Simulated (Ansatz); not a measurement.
```
CELL_PARAMETERS angstrom
2.55310 0.00000 0.00000
0.00000 2.55310 0.00000
0.00000 0.00000 2.55310
ATOMIC_POSITIONS crystal
Pd 0.00000 0.00000 0.00000
```

Space group Pm-3m; set up as Pd, simple cubic; a generated structure, not necessarily the stable one; changed on purpose from its base cell (volume × 0.96); computed pressure about 6 GPa in this cell; the program warned that a starting moment wasn't kept; spin-polarised, but the moments vanished.

These are results of DFT, m-r2SCAN, plane waves (500 eV) with PAW, scalar-relativistic (Ansatz), not measurements.

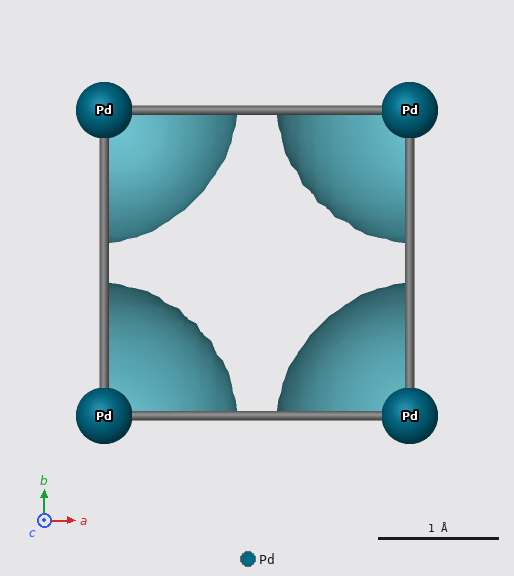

Pd. Isosurface of the valence electron density at 0.5 e/Å³ (cyan), seen along the c axis. Sticks mark near contacts.

Core electrons are frozen (PAW), and the valence fields are smoothed inside the atomic spheres.

Question: How is the density connected at this value?

Answer: At this value the density breaks into separate islands; it holds about 85 % of the electrons treated as valence (semicore included). It bridges none of the near contacts. It is pinched off along the shortest Pd–Pd (2.55 Å) contacts. On the grid the lowest density along these lines, outside the cores, is 0.41 e/Å³ (Pd–Pd, 2.55 Å).

Question: Metal or insulator at this level of theory?

Answer: It is gapless in this calculation (a metal or semimetal).
